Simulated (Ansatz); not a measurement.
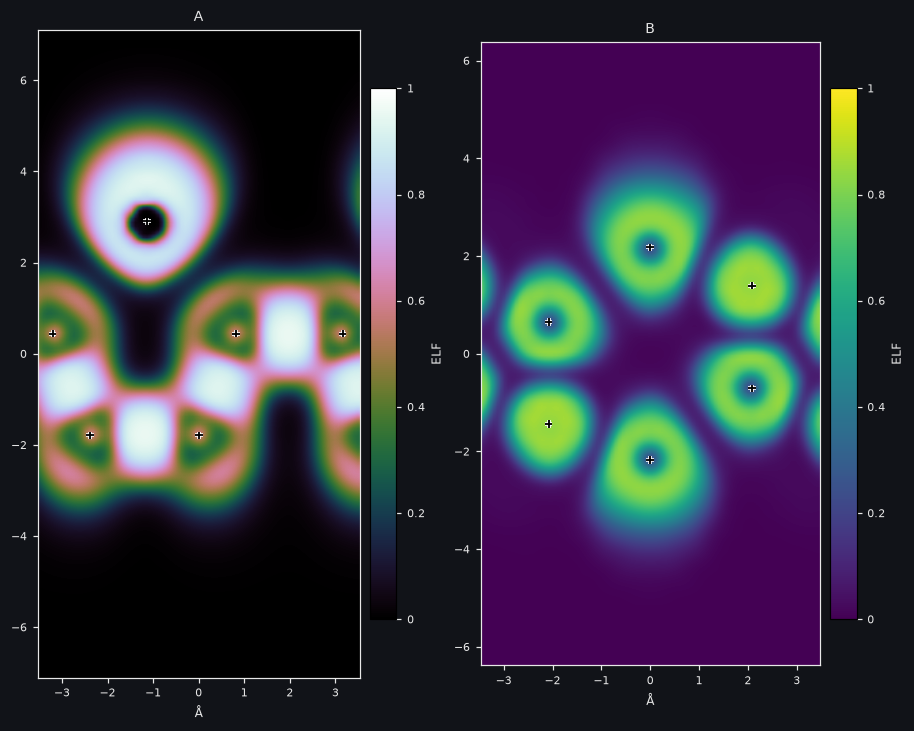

The electron localisation function of 2 systems, each on a plane through atoms (crosses mark nuclei in the plane).

These are results of DFT PBE, scalar-relativistic, plane waves, PAW (Ansatz 0.2.0), not measurements.

System 1: Si16S (slab), the (100) plane of the calculation cell, a cut from vacuum to vacuum. A point of a scan over the structure, not its minimum; not relaxed (largest force 0.9 eV/Å); PAW files of the earlier set (soft_1); the program warned that a starting moment wasn't kept; spin-polarised, but the moments vanished.

System 2: HfO2 (slab), the (110) plane of the calculation cell, a cut from vacuum to vacuum. Not relaxed (largest force 0.5 eV/Å); PAW files of the earlier set (soft_1).

```xyz
6
Lattice="3.6049 0.0000 0.0000 -1.8025 3.1220 0.0000 0.0000 0.0000 21.3572" Properties=species:S:1:pos:R:3 pbc="T T T"
O     0.0000    0.0000    4.0000
Hf    1.8025    1.0406    4.7359
O     0.0000    2.0813    5.4717
O     1.8025    1.0406    6.8334
Hf    0.0000    2.0813    7.5739
O     0.0000    0.0000    8.3571
```

> Which map belongs to which system?

Panel A is system 1, Si16S: the plane holds Si and S. Si–Si (2.33 Å): the ELF peaks at about 0.95 between the atoms. Panel B is system 2, HfO2: the plane holds O and Hf. Hf–O (2.10 Å): the ELF peaks at about 0.85 in the valence shell of O, 0.6 Å from its nucleus, and drops to about 0.20 between the two atoms: no localised pair shows between them.
